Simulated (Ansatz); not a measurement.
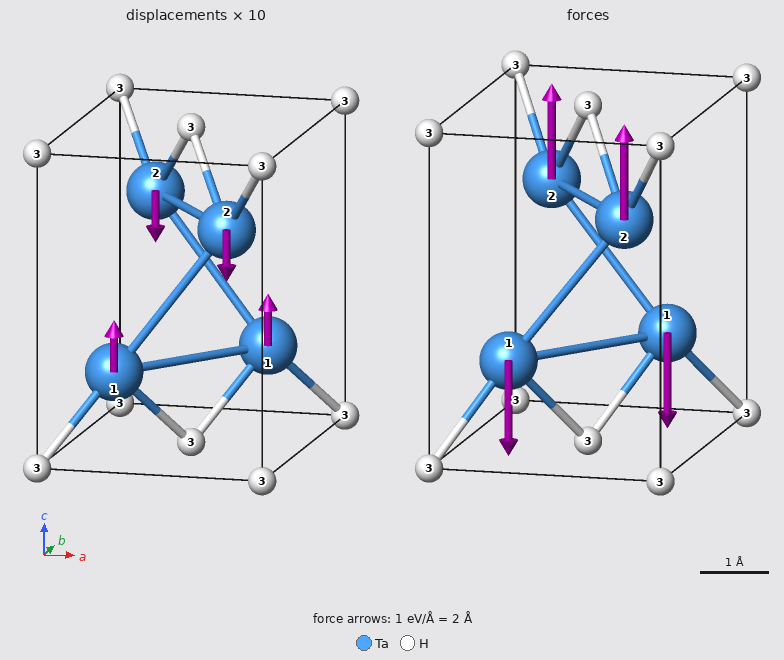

Left: a symmetric starting cell of Ta₂H, with purple arrows for the displacements applied to it (without the part that the change of the cell carries along). Right: the displaced structure with the computed forces. Besides, the cell is strained by +6.5 % along c, +4.2 % along b, +2.8 % along a (volume +14.1 %). Style: ball-and-stick. Shown: the conventional cell (2 times the calculation's cell), slightly off an axis. Lengths and directions refer to the drawn axes.

Computed with Ansatz, DFT PBEsol, scalar-relativistic, plane waves, PAW. (plane-wave cutoff 420 eV; k-point mesh 16 × 16 × 10; occupations gaussian; smearing width 0.1 eV; no spin polarisation)

### How do the forces relate to the distortion?

The Ta atoms are displaced by 0.08 Å relative to the cell: Ta2 0.08 Å along −c. No relaxation follows. The starting cell wasn't computed here and needn't be at equilibrium, so pressure and forces aren't due to the change alone. Some distances before and after: Ta–Ta 3.050 → 3.344 Å, H–Ta 1.932 → 2.079 Å, Ta–Ta 2.930 → 3.039 Å, Ta–Ta 2.825 → 2.846 Å. The space group stays C222 (No. 21). The pressure is −22.9 GPa (not all of it need come from the change, since the unchanged cell can be under pressure at this level too). The principal stresses (compression positive) are −20.2 GPa along a, −24.1 GPa along b, −24.4 GPa along c. The largest forces, 0.72 eV/Å, act on Ta1 and Ta2; on Ta1 it points along −c. The forces point straight back along the displacements (cosine −1.00).
